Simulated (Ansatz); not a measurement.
**Run report: AlCu, geometry relaxation (part 2 of 2)**

Continued. System: AlCu (Pm-3m, 2 atoms in the cell). Method: DFT PBEsol, scalar-relativistic, plane waves, PAW, no spin polarisation (Ansatz 0.2.0); cutoff 420 eV, 14×14×14 k-mesh, Gaussian smearing of 0.1 eV. The structure derives from a Materials Project entry.

Geometry of the input (Å; fractional positions):
```
2.9975  0.0000  0.0000
0.0000  2.9975  0.0000
0.0000  0.0000  2.9975
Al 0.0000  0.0000  0.0000
Cu 0.5000  0.5000  0.5000
```

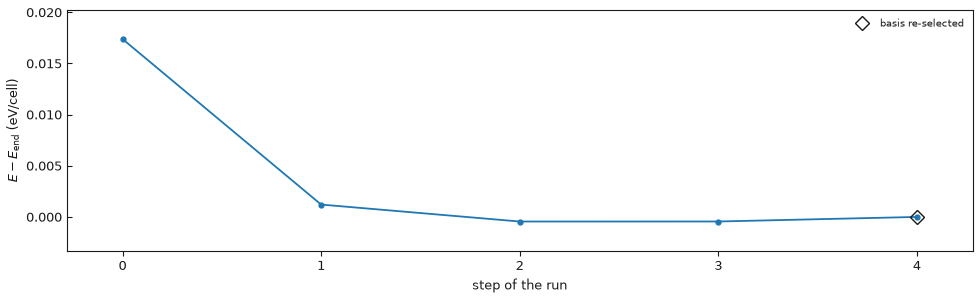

Progress of the relaxation, step by step (the first geometry is step 0 here and step 1 in the log).

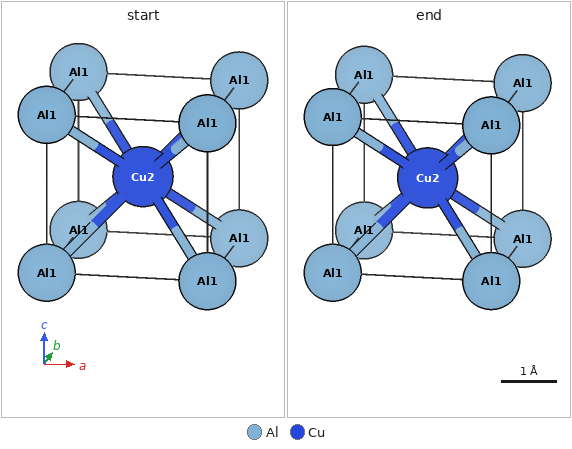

Before (left) and after (right) the relaxation, at one scale (ball-and-stick view of the cell of the calculation, seen slightly off an axis). Over 3 geometry steps the energy falls by 17.8 meV per cell of the calculation. All forces vanish by symmetry, so only the cell relaxes. Pressure: −4.85 GPa at the start and 0.00 GPa at the end. The atoms keep their places relative to the cell (all moves are under 0.005 Å). Cell: a = b = c 2.998 → 2.956 Å (−1.4 %). Volume −4.1 %. Distances before and after: Al1–Cu2 2.596 → 2.560 Å. The space group stays Pm-3m (No. 221). A last SCF at the same geometry on a re-selected plane-wave basis shifts the energy by +0.4 meV per cell of the calculation. (Atoms are counted from 1 in the order of the input.)

```
basis re-selected at this cell: Δ(F+E_penalty+E_count) = +4.467e-4 eV, ΔP = -0.004 GPa vs the last step (what re-selecting the basis moved, of the pressure what is left beyond the Pulay correction that the steps carried, after the strain that the cell walked since its last selection, with what the two solves' SCF thresholds leave and, on support functions, any second-order correction that the steps lacked; it is no measure of the basis error at this ecutwfc). The dense FFT grid was sized anew with the basis: this SCF ran on 20×20×20 points, the steps before it on 24×24×24, so part of this shift can come from that change (see relax.cell in the input reference). This SCF's stress stands 2.03e-3 GPa from its target on what of the cell is left free (relax.cell.stress_tol is 5.00e-2 GPa) and its largest allowed force component is 6.28e-30 eV/Å (relax.f_tol is 5.00e-3 eV/Å): within both
SCF converged after 6 iterations
Free energy (F): -7113.631704 eV
Harris-Foulkes:  -7113.631704 eV  (|F-HF|=1.82e-12)
Internal energy: -7113.628279 eV  (E = F + TS)
E sigma→0 (E₀):  -7113.629991 eV
Entropy (-TS):   -0.003425 eV (-1.712 meV/atom)
Fermi energy:    13.650311 eV
--- Per-component energies (eV) ---
  E_band       = -421.452244
  E_kinetic    = 325.199216
  E_local      = -5148.694840  (includes V_loc(G=0)·N_el)
  E_nonlocal   = 398.420781
  E_hartree    = 2299.385568
  E_xc         = -129.948972
  E_vxc        = -146.579525  (∫ρ·V_xc dr)
  E_paw        = -2078.588843  (= ΣΔE_a)
  E_vpaw       = -448.569316  (= ΣTr[D̂ρ^β])
  E_aug_tail   = 0.000304  (compensation charges beyond the density's cutoff)
  E_ewald      = -2779.626834
  E_core_change = 0.225341  (= ΣΔE_core)
  E_smearing   = -0.003425  (= −TS)
  E_closure    = 0.000000  (closes the sum)
  Σ components = -7113.631704   (vs F -7113.631704, Δ=0.00e0)
--- Forces (eV/Å), atoms counted from 1 ---
  atom   1  Al    -0.00000000    -0.00000000    -0.00000000
  atom   2  Cu     0.00000000    -0.00000000     0.00000000
  max |Σ_I F_I| component: 1.27e-29 eV/Å
--- Stress (GPa, compression-positive) ---
       -0.002034      -0.000000      -0.000000
       -0.000000      -0.002034       0.000000
       -0.000000       0.000000      -0.002034
  P = ⅓ Tr σ = -0.0020 GPa (-0.020 kbar)
--- Band table (eV; the first three rows and the last of 120) ---
  k-point 0: bands = ["-100.1760", "-57.6861", "-57.6861", "-57.6861", "1.8111", "8.5588", "8.5588", "9.6605", "9.6605", "9.6605", "17.5634", "17.5634", "17.5634", "20.0250", "20.0250"]
  k-point 1: bands = ["-100.1760", "-57.6865", "-57.6860", "-57.6860", "1.8999", "8.5631", "8.5727", "9.6347", "9.6347", "9.6634", "16.5300", "17.6711", "17.6711", "20.0535", "20.9040"]
  k-point 2: bands = ["-100.1759", "-57.6879", "-57.6859", "-57.6859", "2.1654", "8.5631", "8.6120", "9.5640", "9.5640", "9.6713", "14.8561", "17.9874", "17.9874", "20.1379", "22.0112"]
  k-point 119: bands = ["-100.1745", "-57.6940", "-57.6940", "-57.6940", "7.9974", "7.9974", "7.9974", "10.0897", "10.0897", "14.2751", "14.2751", "14.2751", "15.7611", "15.9610", "15.9610"]
--- Relaxed structure (4 steps of the walk, 4 accepted, 1 SCFs on fresh bases) ---
  F+E_penalty+E_count = -7113.63170361 eV   max|allowed force component| = 6.278e-30 eV/Å   (the final SCF, on the basis selected at the relaxed cell)
  cell:  # Å, volume = 25.8294 Å³
    - [2.9560037106850583, -2.6882772140405166e-34, -3.871921659028505e-34]
    - [-1.2037062152420232e-35, 2.9560037106850583, 0.0]
    - [1.2638915260041235e-34, 0.0, 2.9560037106850583]
  atoms:
    - { symbol: Al, position: [-8.566801942933114e-35, -7.027454718815755e-36, -8.03137682150337e-36] }
    - { symbol: Cu, position: [0.5, 0.5, 0.5] }
```

**Trajectory as extended XYZ (Å, eV, eV/Å), 5 frames, from step=1 to step=5**
```
2
Lattice="2.9975 0.0000 0.0000 0.0000 2.9975 0.0000 0.0000 0.0000 2.9975" Properties=species:S:1:pos:R:3:forces:R:3 step=1 energy=-7113.61431 pressure_GPa=-4.85
Al    0.0000    0.0000    0.0000    0.0000   0.0000   0.0000
Cu    1.4988    1.4988    1.4988    0.0000   0.0000   0.0000
2
Lattice="2.9681 0.0000 0.0000 0.0000 2.9681 0.0000 0.0000 0.0000 2.9681" Properties=species:S:1:pos:R:3:forces:R:3 step=2 energy=-7113.63049 pressure_GPa=-1.52
Al    0.0000    0.0000    0.0000    0.0000   0.0000   0.0000
Cu    1.4840    1.4840    1.4840    0.0000   0.0000   0.0000
2
Lattice="2.9551 0.0000 0.0000 0.0000 2.9551 0.0000 0.0000 0.0000 2.9551" Properties=species:S:1:pos:R:3:forces:R:3 step=3 energy=-7113.63215 pressure_GPa=0.12
Al    0.0000    0.0000    0.0000    0.0000   0.0000   0.0000
Cu    1.4775    1.4775    1.4775    0.0000   0.0000   0.0000
2
Lattice="2.9560 0.0000 0.0000 0.0000 2.9560 0.0000 0.0000 0.0000 2.9560" Properties=species:S:1:pos:R:3:forces:R:3 step=4 energy=-7113.63215 pressure_GPa=0.00
Al    0.0000    0.0000    0.0000    0.0000   0.0000   0.0000
Cu    1.4780    1.4780    1.4780    0.0000   0.0000   0.0000
2
Lattice="2.9560 0.0000 0.0000 0.0000 2.9560 0.0000 0.0000 0.0000 2.9560" Properties=species:S:1:pos:R:3:forces:R:3 step=5 energy=-7113.63170 pressure_GPa=-0.00
Al    0.0000    0.0000    0.0000    0.0000   0.0000   0.0000
Cu    1.4780    1.4780    1.4780    0.0000   0.0000   0.0000
```

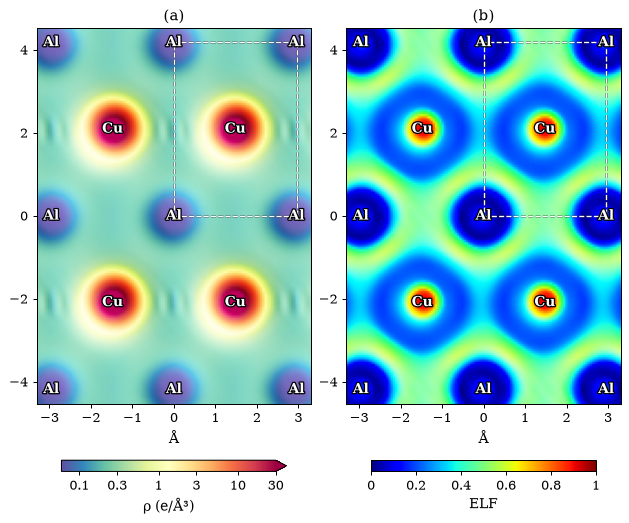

(a) valence charge density (pseudo); (b) electron localisation function on the (101) plane of the conventional cell. The section cuts through Al and Cu sites. Al–Cu (2.56 Å): the density is about 0.27 e/Å³ at the midpoint; the ELF is about 0.45 at the midpoint (nearly free electrons, as in a simple metal). Away from the nuclei the density in this plane falls to 0.17 e/Å³ at its lowest. The strong features right at Cu lie inside the PAW spheres (semicore, d or f shells) and say nothing about bonding. In a PAW calculation such maps are meaningful between the atoms, not at the nuclei.

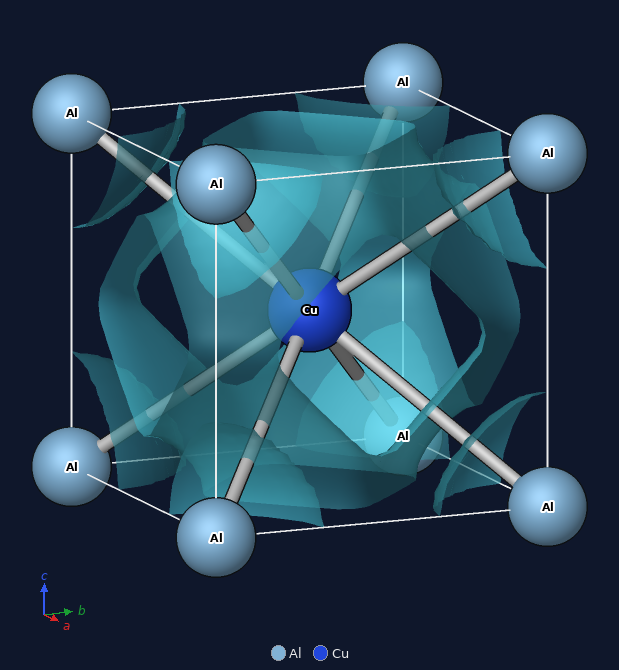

Isosurface of the ELF at 0.45 (cyan), seen slightly off an axis. Core shells and regions of very low density are left out. Sticks mark near contacts. The outline is the cell set on symmetry axes. Values along the shortest contacts: Al–Cu (2.56 Å): the ELF is about 0.45 at the midpoint, which marks nearly free electrons, as in a simple metal.

**Summary**

```json
{"quantity": "outcome", "value": "converged"}
{"quantity": "space group (tolerance 0.01 Å)", "value": "Pm-3m (221)"}
{"quantity": "electrons treated", "value": "22"}
{"quantity": "free energy", "value": "−7113.6317 eV"}
{"quantity": "Fermi energy", "value": "13.650 eV"}
{"quantity": "gap on the k-point mesh", "value": "none (metallic)"}
{"quantity": "pressure", "value": "0.00 GPa"}
{"quantity": "final volume", "value": "25.83 Å³"}
{"quantity": "largest force (length of the vector) at the end", "value": "under 0.001 eV/Å"}
{"quantity": "final cell", "value": "a = 2.956 Å, b = 2.956 Å, c = 2.956 Å, α = 90.00°, β = 90.00°, γ = 90.00°"}
{"quantity": "wall time", "value": "19 s (CPU time 32 s)"}
{"quantity": "peak memory", "value": "0.38 GiB"}
```
